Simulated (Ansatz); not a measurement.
Run report: SiC$_{24}$, single-point calculation (part 1 of 3)

SiC$_{24}$ (slab, 25 atoms in the cell), computed with DFT PBE+D3(BJ), scalar-relativistic, plane waves, PAW, PAW set soft_1, spin-polarised (Ansatz 0.2.0).

The structure derives from an entry of the Crystallography Open Database. Figures and captions count atoms from 1; the log counts them from 0 in places.

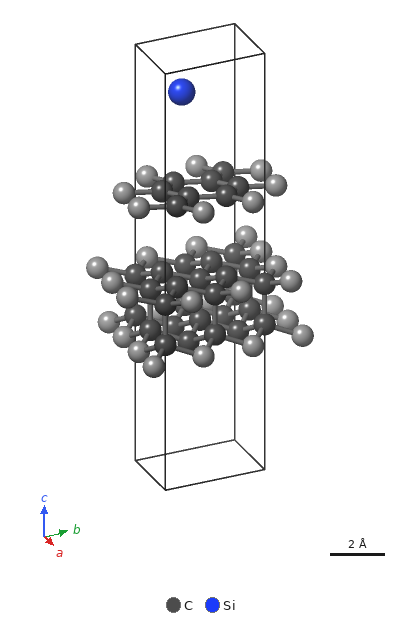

The structure (ball-and-stick view of the cell of the calculation, with the vacuum cut short, seen slightly off an axis; neighbours outside the cell are drawn fainter). An atom can appear more than once, as a periodic image.

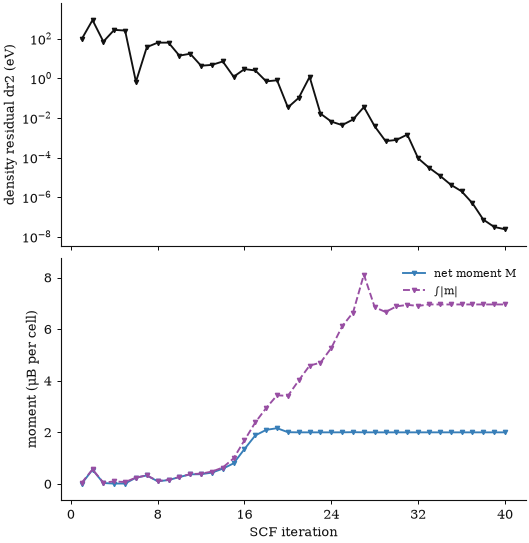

Convergence of the self-consistent field: density residual dr2 and magnetic moment against the SCF iteration. The residual falls unevenly and jumps up by a factor of two or more 7 times on the way down. The net moment goes from 0.0 to 2.0 μB per cell.

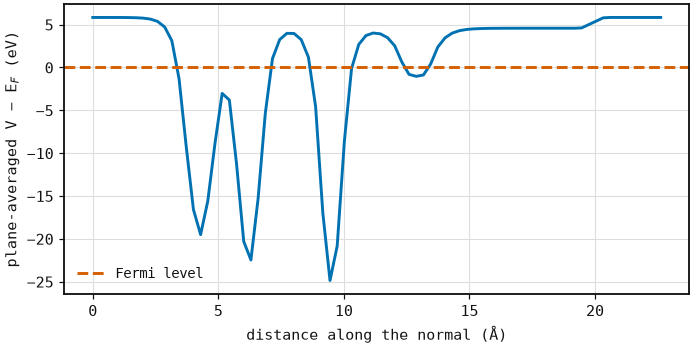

Plane average of the electrostatic potential energy of an electron across the cell, from the Fermi level. The vacuum level lies 4.58 eV above the Fermi level on the upper side and 5.84 eV on the lower.

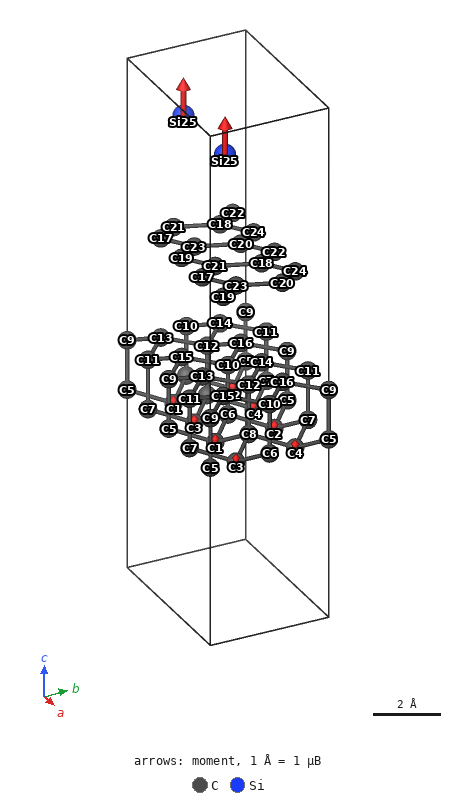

Magnetic moments of the sites as red arrows (ball-and-stick view of the 2 × 1 repeat of the cell, with the vacuum cut short, seen slightly off an axis; atoms are numbered from 1 in the order of the input); small moments hardly show. The run is collinear, so the axis drawn is arbitrary. Site moments: Si25 (1.21 μB); C1, C2, C3, C4 (0.25 μB); C13, C14, C15, C16 (−0.24 μB). They are counted near the atoms and needn't add up to the moment of the cell.

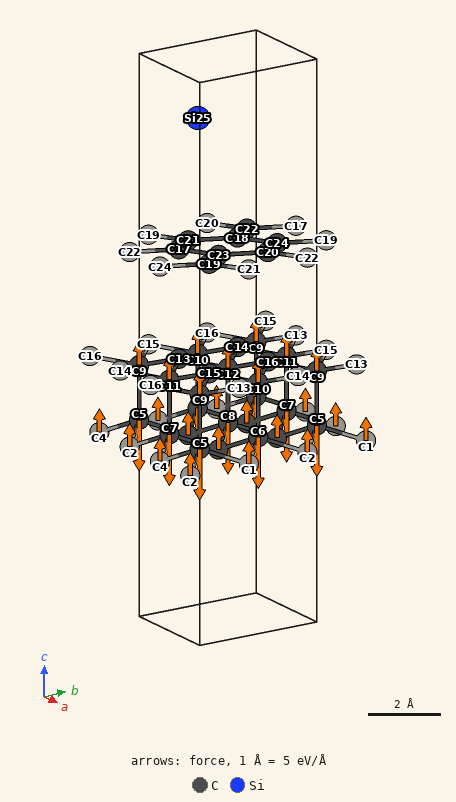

Forces on the atoms as orange arrows (ball-and-stick view of the cell of the calculation, with the vacuum cut short, seen slightly off an axis; neighbours outside the cell are drawn fainter; atoms are numbered from 1 in the order of the input); the smallest are left out. The largest act on C5, C6, C7, C8 (7.36 eV/Å); C9, C11, C12 (3.57 eV/Å); C10 (3.56 eV/Å); C1, C2, C4 (3.41 eV/Å), among others. The geometry is not a stationary point of this energy.

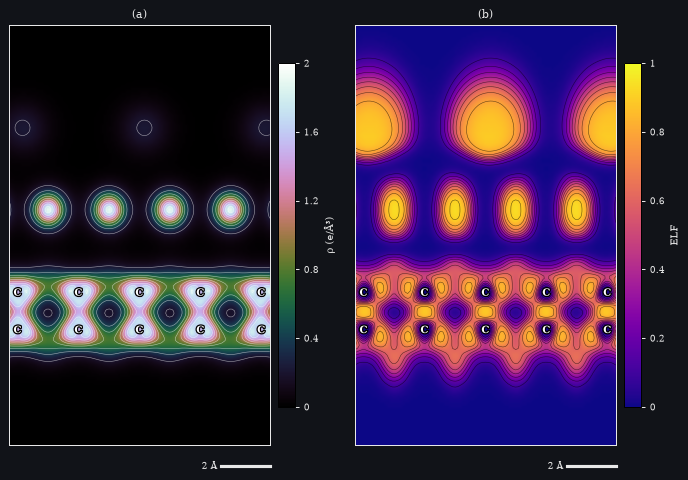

(a) valence charge density (pseudo); (b) electron localisation function on the (11̄0) plane of the calculation cell, a cut from vacuum to vacuum. Atoms in the plane: C. The density dies away to nearly zero in the vacuum. In a PAW calculation such maps are meaningful between the atoms, not at the nuclei.

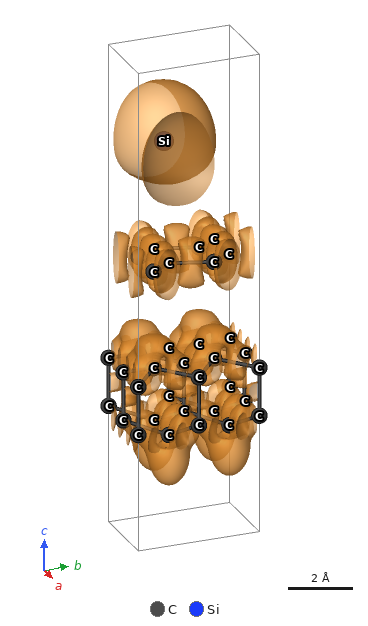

Isosurface of the electron localisation function at 0.7 (orange), seen slightly off an axis. Core shells and regions of very low density are left out. Sticks mark near contacts. Along the contacts the grid gives the following. C–C (1.45 Å): the ELF peaks at about 0.95 between the atoms, which marks a covalent bond.

The input that produced these results follows, with the program's output.

The input:
```yaml
crystal:
  lattice:
    - [5.0304222913, 0.0, 0.0]
    - [-2.5152111456, 4.356473496, 0.0]
    - [0.0, 0.0, 22.898528743]
  atoms:
    - { symbol: C, position: [0.1666666667, 0.3333333333, 0.174683712] }
    - { symbol: C, position: [0.1666666667, 0.8333333333, 0.174683712] }
    - { symbol: C, position: [0.6666666667, 0.3333333333, 0.174683712] }
    - { symbol: C, position: [0.6666666667, 0.8333333333, 0.174683712] }
    - { symbol: C, position: [0.0, 0.0, 0.1971050357] }
    - { symbol: C, position: [0.0, 0.5, 0.1971050357] }
    - { symbol: C, position: [0.5, 0.0, 0.1971050357] }
    - { symbol: C, position: [0.5, 0.5, 0.1971050357] }
    - { symbol: C, position: [0.0, 0.0, 0.2643690068] }
    - { symbol: C, position: [0.0, 0.5, 0.2643690068] }
    - { symbol: C, position: [0.5, 0.0, 0.2643690068] }
    - { symbol: C, position: [0.5, 0.5, 0.2643690068] }
    - { symbol: C, position: [0.3333333333, 0.1666666667, 0.2794551217] }
    - { symbol: C, position: [0.3333333333, 0.6666666667, 0.2794551217] }
    - { symbol: C, position: [0.8333333333, 0.1666666667, 0.2794551217] }
    - { symbol: C, position: [0.8333333333, 0.6666666667, 0.2794551217] }
    - { symbol: C, position: [0.3333333333, 0.1666666667, 0.4145887539] }
    - { symbol: C, position: [0.3333333333, 0.6666666667, 0.4145887539] }
    - { symbol: C, position: [0.8333333333, 0.1666666667, 0.4145887539] }
    - { symbol: C, position: [0.8333333333, 0.6666666667, 0.4145887539] }
    - { symbol: C, position: [0.1666666667, 0.3333333333, 0.4148095648] }
    - { symbol: C, position: [0.1666666667, 0.8333333333, 0.4148095648] }
    - { symbol: C, position: [0.6666666667, 0.3333333333, 0.4148095648] }
    - { symbol: C, position: [0.6666666667, 0.8333333333, 0.4148095648] }
    - { symbol: Si, position: [0.1666666667, 0.4166666667, 0.56329072], spin: 2.0 }
basis:
  ecutwfc: 420
kpoints:
  mp_grid: { grid: [6, 6, 1] }
hamiltonian:
  xc: pbe
  pseudopotentials: { kind: paw, azcp: { folder: soft_1 } }
  dispersion: d3bj
scf:
  occupations: { method: gaussian, width: 0.05 }
output:
  forces: true
  eigenvalues: true
  populations: true
  write_density: true
  write_potential: true
  elf: true
  volumetric_format: npy
magnetization:
  spin_polarized: true
efield:
  axis: 3
  dipole_correction: true
  ramp_width: 0.04
```

Launch command:
```bash
ansatz run input.yaml --threads 2 --pin off --max-ram 6144MiB --backend cpu --events-out ev --progress --plain --runs-dir out
```

What the program printed:
```
Engine: ansatz 0.2.0, aarch64-unknown-linux-gnu
Pseudopotentials: kind: paw
Pseudopotential: C, paw, valence charge 4, recommended cutoff 420 eV (normal), [file]
Pseudopotential: Si, paw, valence charge 4, recommended cutoff 420 eV (normal), [file]
Functional definition: PBE
  parameter kappa = 0.804
  parameter beta = 0.06672455060314922
  exchange = pbe_x(kappa = kappa, mu = beta*pi^2/3)
  correlation = pbe_c(beta = beta)
Crystal: 25 atoms, lattice volume = 501.819 Å³
Basis set: ecut = 420 eV, 9863 PW (Γ), exchange–correlation on 72×72×320 points (8 copies of the dense FFT grid, shifted against one another)
Bands: 76, of which v1, the nominal top of the filled ones, is band 50 counted from 1 (49 counted from 0)
Symmetry: 1 space group operations
k-points: 20 of 36 (time reversal used)
Non-local potential: C, projectors of the file, l = 0: 2, l = 1: 2, l = 2: 1
Non-local potential: Si, projectors of the file, l = 0: 2, l = 1: 2, l = 2: 1
PAW form: soft (Blöchl's): semilocal exchange-correlation on the pseudo side does not see the compensation charge
PAW one-centre angular grid: C, 110 points (default); XC on 64 Gauss nodes
PAW one-centre angular grid: Si, 110 points (default); XC on 64 Gauss nodes
Starting moments: Σ|m| = 2 μB on 1 of 25 sites
Initial wavefunctions: pseudopotential atomic-orbital guess
Functional: x = pbe(κ = 0.804, μ = 0.2195149727645171), c = pbe(β = 0.06672455060314922)
```
